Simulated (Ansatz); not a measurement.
System: Zn, space group Pm-3m (No. 221) (one of a set of cubic test structures, which need not be the stable phase).

Input of one of the runs behind the figure:
```
crystal:
  lattice:
    - [2.631228444897, 0.0, 0.0]
    - [0.0, 2.631228444897, 0.0]
    - [0.0, 0.0, 2.631228444897]
  atoms:
    - { symbol: Zn, position: [0, 0, 0] }
kpoints:
  mp_grid: { grid: [21, 21, 21] }
hamiltonian:
  xc: pbe
  pseudopotentials: { kind: paw, source: ansatz }
scf:
  occupations: { method: fermi_dirac, width: 0.061225619053 }
  convergence: { dr2_threshold: "1e-9 eV" }
  max_iter: 300
output:
  forces: true
  stress: true
```

Command:
```bash
ansatz run input.yaml --threads 1
```

Computed with Ansatz 0.2.0 development build: equation of state of a cubic crystal from periodic Kohn-Sham density functional theory without spin, third-order Birch-Murnaghan fit to the free energies; pressure corrected for the finite basis. Level: PBE.

```tsv
setting	value
structure type	simple cubic
atoms in cell	1
space group number	221
lattice centring	simple cubic
k mesh	21×21×21
occupation method	Fermi–Dirac
occupation width	0.06123 eV
wave cutoff	660 eV
datasets	hand-made PAW
density tolerance	1e-09 eV
bands	14
density cutoff ratio	4
search for lower states	default
```

Predict the energy above the lowest point and pressure against volume. The volume takes the values 17.12, 17.49, 17.85, 18.22, 18.58, 18.95, 19.31 Å³/atom.

A third-order Birch–Murnaghan fit gives V0 = 18.18 Å³/atom, B0 = 48.3 GPa and B′ = 5.1. The energy above the lowest point is 10.4 meV/atom at volume 17.12 Å³/atom and 9.3 meV/atom at 19.31 Å³/atom; the lowest computed point is at volume 18.22 Å³/atom (0.0 meV/atom), in a single well. The pressure falls from 3.366 GPa at volume 17.12 Å³/atom to −2.490 GPa at 19.31 Å³/atom, and changes sign near 18.18 Å³/atom.

```tsv
volume (Å³/atom)	energy above the lowest point (meV/atom)	pressure (GPa)
17.12	10.4	3.366
17.49	4.3	2.070
17.85	0.9	0.920
18.22	0.0	-0.100
18.58	1.3	-1.000
18.95	4.5	-1.791
19.31	9.3	-2.490
```

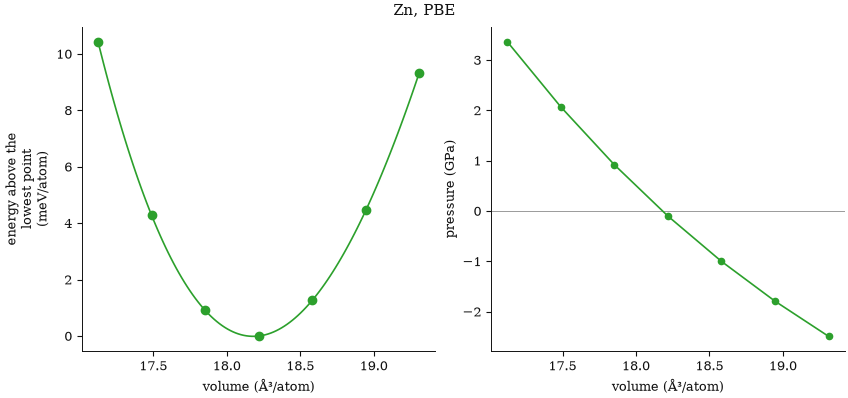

Caveats: cubic model structure, not the ambient form; modest k-mesh, values are not fully converged in k.
